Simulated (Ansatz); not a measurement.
Geometry relaxation, with input and output: AlN (part 2 of 2)

AlN (Ibam, 12 atoms in the cell); DFT PBE, scalar-relativistic, plane waves, PAW, no spin polarisation (Ansatz 0.2.0); cutoff 420 eV, 6×6×6 k-mesh, Gaussian smearing of 0.02 eV. The structure was made by a generator, so it may or may not be a known phase.

Geometry of the input (Å; fractional positions):
```
-2.9018  3.9989  2.8060
2.9018  -3.9989  2.8060
2.9018  3.9989  -2.8060
Al 0.3513  0.4105  0.7618
Al 0.1487  0.9105  0.0592
Al 0.8513  0.0895  0.9408
Al 0.6487  0.5895  0.2382
Al 0.7500  0.2500  0.5000
Al 0.2500  0.7500  0.5000
N  0.3441  0.0880  0.4321
N  0.1559  0.5880  0.7439
N  0.2500  0.2500  0.0000
N  0.7500  0.7500  0.0000
N  0.8441  0.4120  0.2561
N  0.6559  0.9120  0.5679
```

```
basis re-selected at this cell: Δ(F+E_penalty+E_count) = +1.686e-5 eV, ΔP = -0.000 GPa vs the last step (what re-selecting the basis moved, of the pressure what is left beyond the Pulay correction that the steps carried, after the strain that the cell walked since its last selection, with what the two solves' SCF thresholds leave and, on support functions, any second-order correction that the steps lacked; it is no measure of the basis error at this ecutwfc). This SCF's stress stands 1.76e-2 GPa from its target on what of the cell is left free (relax.cell.stress_tol is 5.00e-2 GPa) and its largest allowed force component is 4.40e-3 eV/Å (relax.f_tol is 1.00e-2 eV/Å): within both
SCF converged after 4 iterations
Free energy (F): -5543.137907 eV
Harris-Foulkes:  -5543.137907 eV  (|F-HF|=1.47e-10)
Internal energy: -5543.137907 eV  (E = F + TS)
E sigma→0 (E₀):  -5543.137907 eV
Fermi energy:    8.812181 eV
--- Per-component energies (eV) ---
  E_band       = 75.092125
  E_kinetic    = 952.216575
  E_local      = -1409.603531  (includes V_loc(G=0)·N_el)
  E_nonlocal   = 330.839467
  E_hartree    = 492.897117
  E_xc         = -609.500987
  E_vxc        = -645.871840  (∫ρ·V_xc dr)
  E_paw        = -3569.620891  (= ΣΔE_a)
  E_vpaw       = -138.283376  (= ΣTr[D̂ρ^β])
  E_aug_tail   = 0.000585  (compensation charges beyond the density's cutoff)
  E_ewald      = -1730.366242
  E_smearing   = -0.000000  (= −TS)
  E_closure    = 0.000000  (closes the sum)
  Σ components = -5543.137907   (vs F -5543.137907, Δ=0.00e0)
--- Forces (eV/Å), atoms counted from 1 ---
  atom   1  Al     0.00440236    -0.00098126     0.00000000
  atom   2  Al     0.00440236     0.00098126    -0.00000000
  atom   3  Al    -0.00440236    -0.00098126     0.00000000
  atom   4  Al    -0.00440236     0.00098126     0.00000000
  atom   5  Al     0.00000000     0.00000000     0.00000000
  atom   6  Al     0.00000000     0.00000000     0.00000000
  atom   7  N     -0.00360017    -0.00054086     0.00000000
  atom   8  N     -0.00360017     0.00054086     0.00000000
  atom   9  N      0.00000000     0.00000000     0.00000000
  atom  10  N     -0.00000000     0.00000000     0.00000000
  atom  11  N      0.00360017    -0.00054086     0.00000000
  atom  12  N      0.00360017     0.00054086     0.00000000
  max |Σ_I F_I| component: 2.17e-19 eV/Å
--- Stress (GPa, compression-positive) ---
       -0.011465       0.000000       0.000000
        0.000000       0.007083       0.000000
        0.000000       0.000000      -0.017638
  P = ⅓ Tr σ = -0.0073 GPa (-0.073 kbar)
--- Band table (eV; the first three rows and the last of 46) ---
  k-point 0: bands = ["-8.3609", "-6.2823", "-6.0963", "-5.9124", "-5.7816", "-5.6505", "0.6476", "1.5611", "2.0759", "2.1768", "2.1931", "2.4474", "2.4943", "4.0348", "4.2832", "4.6095", "5.0553", "5.5537", "5.8065", "6.1214", "6.4435", "6.5688", "6.8025", "7.4716", "10.1528", "12.5854", "13.4795", "13.5136", "13.9169", "13.9199", "14.3801", "15.3890", "15.7447", "16.1127", "16.1477", "16.3243"]
  k-point 1: bands = ["-8.2515", "-6.4816", "-6.1663", "-5.9479", "-5.6608", "-5.6557", "0.6268", "1.4283", "1.9259", "1.9663", "2.5656", "2.5879", "3.0805", "4.1840", "4.4352", "4.6628", "4.7192", "5.3118", "5.8986", "5.9186", "6.3109", "6.5778", "6.7473", "7.3036", "10.7527", "12.5023", "13.2265", "13.3954", "13.6488", "14.2244", "14.3710", "15.1981", "15.2104", "15.7316", "16.2314", "16.7766"]
  k-point 2: bands = ["-7.9377", "-6.9339", "-6.2521", "-6.0354", "-5.6659", "-5.4925", "0.6635", "1.1522", "1.6508", "2.3159", "2.9995", "3.2093", "3.5116", "3.9007", "4.3603", "4.7304", "4.7461", "5.3590", "5.4432", "6.0381", "6.2189", "6.5174", "6.6144", "6.9035", "11.8230", "12.5520", "12.5804", "12.9061", "13.1586", "14.2547", "14.6085", "14.7822", "14.9712", "15.5524", "15.6962", "16.7542"]
  k-point 45: bands = ["-7.3568", "-6.8874", "-6.7214", "-6.5009", "-5.7157", "-5.4731", "1.1906", "1.4025", "1.8496", "2.6357", "2.6696", "3.4325", "3.5852", "3.7437", "4.2529", "4.5804", "4.9036", "5.0908", "5.6402", "5.8889", "6.0332", "6.2942", "6.5609", "7.2132", "12.1795", "12.1941", "12.7499", "13.0240", "13.0260", "13.7753", "14.3530", "14.4079", "14.9753", "15.1956", "15.5157", "15.5480"]
--- Relaxed structure (4 steps of the walk, 4 accepted, 2 SCFs on fresh bases) ---
  F+E_penalty+E_count = -5543.13790679 eV   max|allowed force component| = 4.402e-3 eV/Å   (the final SCF, on the basis selected at the relaxed cell)
  cell:  # Å, volume = 130.3296 Å³
    - [-2.8997808257588904, 4.000712797158964, 2.808540405766635]
    - [2.8997808257588904, -4.000712797158964, 2.808540405766635]
    - [2.8997808257588904, 4.000712797158964, -2.808540405766635]
  atoms:
    - { symbol: Al, position: [0.35128899437906086, 0.41017706490846734, 0.7614660592875282] }
    - { symbol: Al, position: [0.1487110056209393, 0.9101770649084675, 0.05888807052940653] }
    - { symbol: Al, position: [0.8512889943790607, 0.08982293509153258, 0.9411119294705934] }
    - { symbol: Al, position: [0.6487110056209391, 0.5898229350915327, 0.2385339407124718] }
    - { symbol: Al, position: [0.75, 0.24999999999999997, 0.49999999999999994] }
    - { symbol: Al, position: [0.24999999999999997, 0.7500000000000001, 0.5000000000000001] }
    - { symbol: N, position: [0.34400894885025396, 0.08752416340612089, 0.43153311225637486] }
    - { symbol: N, position: [0.155991051149746, 0.587524163406121, 0.743515214555867] }
    - { symbol: N, position: [0.25, 0.25, 1.7703514263749727e-21] }
    - { symbol: N, position: [0.75, 0.75, 1.7703514263749392e-21] }
    - { symbol: N, position: [0.844008948850254, 0.4124758365938791, 0.256484785444133] }
    - { symbol: N, position: [0.655991051149746, 0.9124758365938791, 0.5684668877436251] }
```

### Trajectory as extended XYZ (Å, eV, eV/Å), 6 frames, from step=1 to step=6
```
12
Lattice="-2.9018 3.9989 2.8060 2.9018 -3.9989 2.8060 2.9018 3.9989 -2.8060" Properties=species:S:1:pos:R:3:forces:R:3 step=1 energy=-5543.13766 pressure_GPa=0.16
Al    2.3826    2.8097    0.0000   -0.0180  -0.0224   0.0000
Al    2.3826   -2.8097    2.8060   -0.0180   0.0224   0.0000
Al    0.5192    6.8086    0.0000    0.0180  -0.0224   0.0000
Al    0.5192    1.1893    2.8060    0.0180   0.0224   0.0000
Al    0.0000    3.9989    1.4030    0.0000   0.0000   0.0000
Al    2.9018    0.0000    1.4030    0.0000   0.0000   0.0000
N     0.5105    2.7520    0.0000   -0.0024  -0.0194   0.0000
N     3.4123    1.2469    0.0000   -0.0024   0.0194   0.0000
N     0.0000    0.0000    1.4030    0.0000   0.0000   0.0000
N     0.0000    0.0000    4.2090    0.0000   0.0000   0.0000
N    -0.5105    2.7520    2.8060    0.0024  -0.0194   0.0000
N     2.3913    1.2469    2.8060    0.0024   0.0194   0.0000
12
Lattice="-2.9017 3.9988 2.8072 2.9017 -3.9988 2.8072 2.9017 3.9988 -2.8072" Properties=species:S:1:pos:R:3:forces:R:3 step=2 energy=-5543.13767 pressure_GPa=0.08
Al    2.3815    2.8097    0.0000   -0.0106  -0.0182   0.0000
Al    2.3815   -2.8097    2.8072   -0.0106   0.0182   0.0000
Al    0.5202    6.8085    0.0000    0.0106  -0.0182   0.0000
Al    0.5202    1.1891    2.8072    0.0106   0.0182   0.0000
Al    0.0000    3.9988    1.4036    0.0000   0.0000   0.0000
Al    2.9017    0.0000    1.4036    0.0000   0.0000   0.0000
N     0.5095    2.7516    0.0000    0.0007  -0.0128   0.0000
N     3.4112    1.2472    0.0000    0.0007   0.0128   0.0000
N     0.0000    0.0000    1.4036    0.0000   0.0000   0.0000
N     0.0000    0.0000    4.2108    0.0000   0.0000   0.0000
N    -0.5095    2.7516    2.8072   -0.0007  -0.0128   0.0000
N     2.3922    1.2472    2.8072   -0.0007   0.0128   0.0000
12
Lattice="-2.9008 4.0004 2.8081 2.9008 -4.0004 2.8081 2.9008 4.0004 -2.8081" Properties=species:S:1:pos:R:3:forces:R:3 step=3 energy=-5543.13762 pressure_GPa=-0.02
Al    2.3796    2.8106    0.0000    0.0039  -0.0015   0.0000
Al    2.3796   -2.8106    2.8081    0.0039   0.0015   0.0000
Al    0.5212    6.8110    0.0000   -0.0039  -0.0015   0.0000
Al    0.5212    1.1898    2.8081   -0.0039   0.0015   0.0000
Al    0.0000    4.0004    1.4040    0.0000   0.0000   0.0000
Al    2.9008    0.0000    1.4040    0.0000   0.0000   0.0000
N     0.5082    2.7522    0.0000   -0.0034   0.0018   0.0000
N     3.4089    1.2482    0.0000   -0.0034  -0.0018   0.0000
N     0.0000    0.0000    1.4040    0.0000   0.0000   0.0000
N     0.0000    0.0000    4.2121    0.0000   0.0000   0.0000
N    -0.5082    2.7522    2.8081    0.0034   0.0018   0.0000
N     2.3926    1.2482    2.8081    0.0034  -0.0018   0.0000
12
Lattice="-2.9008 4.0004 2.8081 2.9008 -4.0004 2.8081 2.9008 4.0004 -2.8081" Properties=species:S:1:pos:R:3:forces:R:3 step=4 energy=-5543.13788 pressure_GPa=-0.01
Al    2.3796    2.8106    0.0000    0.0039  -0.0015   0.0000
Al    2.3796   -2.8106    2.8081    0.0039   0.0015   0.0000
Al    0.5212    6.8110    0.0000   -0.0039  -0.0015   0.0000
Al    0.5212    1.1898    2.8081   -0.0039   0.0015   0.0000
Al    0.0000    4.0004    1.4040    0.0000   0.0000   0.0000
Al    2.9008    0.0000    1.4040    0.0000   0.0000   0.0000
N     0.5082    2.7522    0.0000   -0.0034   0.0018   0.0000
N     3.4089    1.2482    0.0000   -0.0034  -0.0018   0.0000
N     0.0000    0.0000    1.4040    0.0000   0.0000   0.0000
N     0.0000    0.0000    4.2121    0.0000   0.0000   0.0000
N    -0.5082    2.7522    2.8081    0.0034   0.0018   0.0000
N     2.3926    1.2482    2.8081    0.0034  -0.0018   0.0000
12
Lattice="-2.8998 4.0007 2.8085 2.8998 -4.0007 2.8085 2.8998 4.0007 -2.8085" Properties=species:S:1:pos:R:3:forces:R:3 step=5 energy=-5543.13792 pressure_GPa=-0.01
Al    2.3788    2.8108    0.0000    0.0044  -0.0010   0.0000
Al    2.3788   -2.8108    2.8085    0.0044   0.0010   0.0000
Al    0.5209    6.8115    0.0000   -0.0044  -0.0010   0.0000
Al    0.5209    1.1899    2.8085   -0.0044   0.0010   0.0000
Al    0.0000    4.0007    1.4043    0.0000   0.0000   0.0000
Al    2.8998    0.0000    1.4043    0.0000   0.0000   0.0000
N     0.5076    2.7526    0.0000   -0.0036  -0.0006   0.0000
N     3.4074    1.2482    0.0000   -0.0036   0.0006   0.0000
N     0.0000    0.0000    1.4043    0.0000   0.0000   0.0000
N     0.0000    0.0000    4.2128    0.0000   0.0000   0.0000
N    -0.5076    2.7526    2.8085    0.0036  -0.0006   0.0000
N     2.3922    1.2482    2.8085    0.0036   0.0006   0.0000
12
Lattice="-2.8998 4.0007 2.8085 2.8998 -4.0007 2.8085 2.8998 4.0007 -2.8085" Properties=species:S:1:pos:R:3:forces:R:3 step=6 energy=-5543.13791 pressure_GPa=-0.01
Al    2.3788    2.8108    0.0000    0.0044  -0.0010   0.0000
Al    2.3788   -2.8108    2.8085    0.0044   0.0010   0.0000
Al    0.5209    6.8115    0.0000   -0.0044  -0.0010   0.0000
Al    0.5209    1.1899    2.8085   -0.0044   0.0010   0.0000
Al    0.0000    4.0007    1.4043    0.0000   0.0000   0.0000
Al    2.8998    0.0000    1.4043    0.0000   0.0000   0.0000
N     0.5076    2.7526    0.0000   -0.0036  -0.0005   0.0000
N     3.4074    1.2482    0.0000   -0.0036   0.0005   0.0000
N     0.0000    0.0000    1.4043    0.0000   0.0000   0.0000
N     0.0000    0.0000    4.2128    0.0000   0.0000   0.0000
N    -0.5076    2.7526    2.8085    0.0036  -0.0005   0.0000
N     2.3922    1.2482    2.8085    0.0036   0.0005   0.0000
```

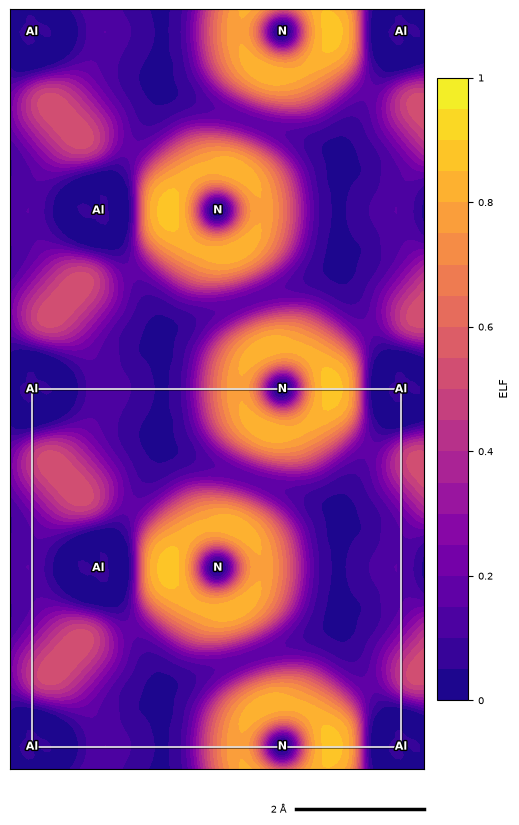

Figure 1. Electron localisation function on the (010) plane of the conventional cell. Atoms in the plane: Al and N. Al–N (1.87 Å): the ELF is about 0.85 at the midpoint. Core electrons are frozen (PAW), so the fields are smoothed inside the atomic spheres.

### Results in brief

| quantity | value |
| --- | --- |
| outcome | converged |
| space group (tolerance 0.01 Å) | Ibam (72) |
| electrons treated | 48 |
| free energy | −5543.1379 eV |
| Fermi energy | 8.812 eV |
| gap on the k-point mesh | 2.68 eV |
| pressure | −0.01 GPa |
| final volume | 130.33 Å³ |
| largest force (length of the vector) at the end | 0.005 eV/Å |
| final cell | a = 5.684 Å, b = 5.684 Å, c = 5.684 Å, α = 118.64°, β = 90.52°, γ = 120.77° |
| wall time | 46 s |
| peak memory | 0.54 GiB |
